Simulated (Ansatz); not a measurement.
The compound is KF (space group Pm-3m, No. 221), taken as the input geometry of an electronic-structure calculation (not necessarily at equilibrium).

```xyz
2
Lattice="3.2590 0.0000 0.0000 0.0000 3.2590 0.0000 0.0000 0.0000 3.2590" Properties=species:S:1:pos:R:3 pbc="T T T"
K     0.0000    0.0000    0.0000
F     1.6295    1.6295    1.6295
```

Describe how the polyhedra about K are linked (bonds: F–K below 3.2 Å).

K: KF8 cube, sharing corners with eight neighbours, edges with twelve neighbours and faces with six neighbours.

They form a three-dimensional framework of corner-, edge- and face-sharing cubes.

Centre to centre across a shared corner: 5.64 Å; across a shared edge: 4.61 Å; across a shared face: 3.26 Å.

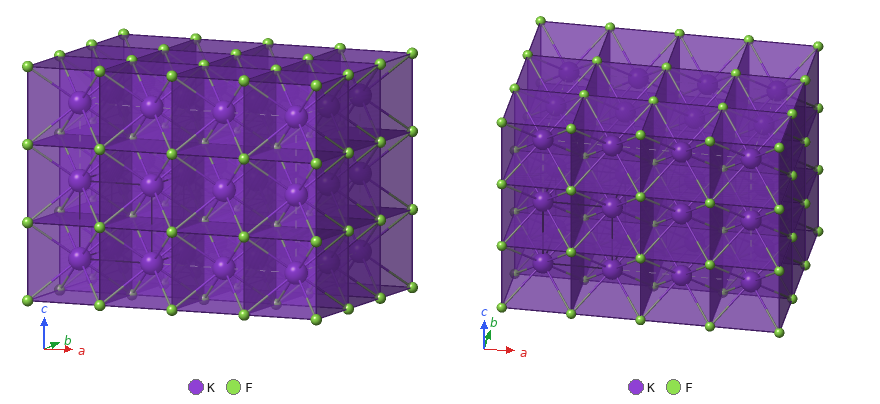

Polyhedra are drawn about K (bonds: F–K below 3.2 Å); other atoms are plain spheres. Two views of the same piece.
